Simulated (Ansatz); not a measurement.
System: Cr.

The calculation's input:

```
crystal:
  lattice:
    - [-3.578107027, 3.578107027, 0.0]
    - [-3.578107027, 0.0, 3.578107027]
    - [0.0, 3.578107027, 3.578107027]
  atoms:
    - { symbol: Cr, position: [0.0, 0.0, 0.0], spin: 3.0 }
    - { symbol: Cr, position: [0.5, 0.0, 0.0], spin: 3.0 }
    - { symbol: Cr, position: [0.0, 0.5, 0.0], spin: 3.0 }
    - { symbol: Cr, position: [0.0, 0.0, 0.5], spin: 3.0 }
    - { symbol: Cr, position: [0.5, 0.5, 0.0], spin: 3.0 }
    - { symbol: Cr, position: [0.5, 0.0, 0.5], spin: 3.0 }
    - { symbol: Cr, position: [0.0, 0.5, 0.5], spin: 3.0 }
    - { symbol: Cr, position: [0.5, 0.5, 0.5], spin: 3.0 }
basis:
  ecutwfc: 420
kpoints:
  mp_grid: { grid: [8, 8, 8] }
hamiltonian:
  xc: pbesol
scf:
  occupations: { method: gaussian, width: 0.1 }
output:
  forces: true
  stress: true
  eigenvalues: true
  populations: true
  write_density: true
  write_potential: true
  elf: true
  volumetric_format: npy
magnetization:
  spin_polarized: true
relax:
  adjacent_minimum: "off"
  f_tol: 0.015
  max_steps: 60
  cell: { stress_tol: 0.15 }
```

Run with:

```sh
ansatz run input.yaml --threads 1 --pin off --max-ram 2560MiB --backend cpu --events-out ev --progress --plain --runs-dir out
```

The fields are those of the relaxed geometry.

Space group Fm-3m; the program warned that a starting moment wasn't kept; spin-polarised, but the moments vanished.

Method: DFT PBEsol, scalar-relativistic, plane waves, PAW (Ansatz 0.2.0).

Question: What can the converged valence pseudo-density and electron localisation function tell about the bonding?

Answer: Cr–Cr (2.53 Å): the density is about 0.35 e/Å³ at the midpoint; the ELF is about 0.30 at the midpoint; no shared electron pair shows on this line.

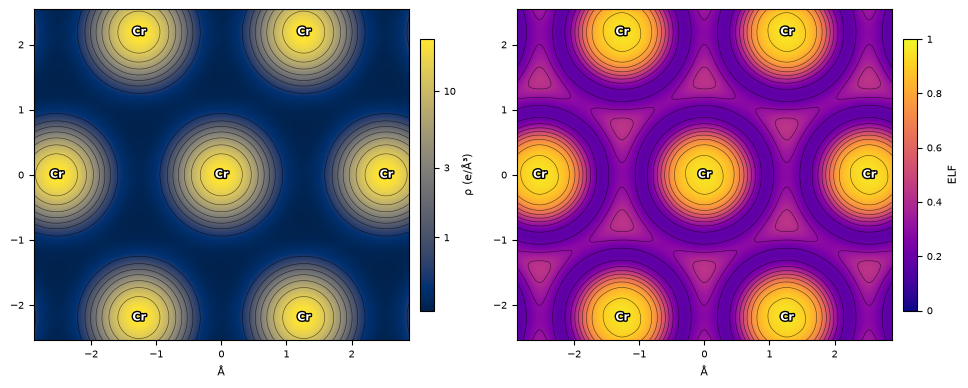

Computed valence pseudo-density and electron localisation function on the (100) plane of the calculation cell, in this order. 
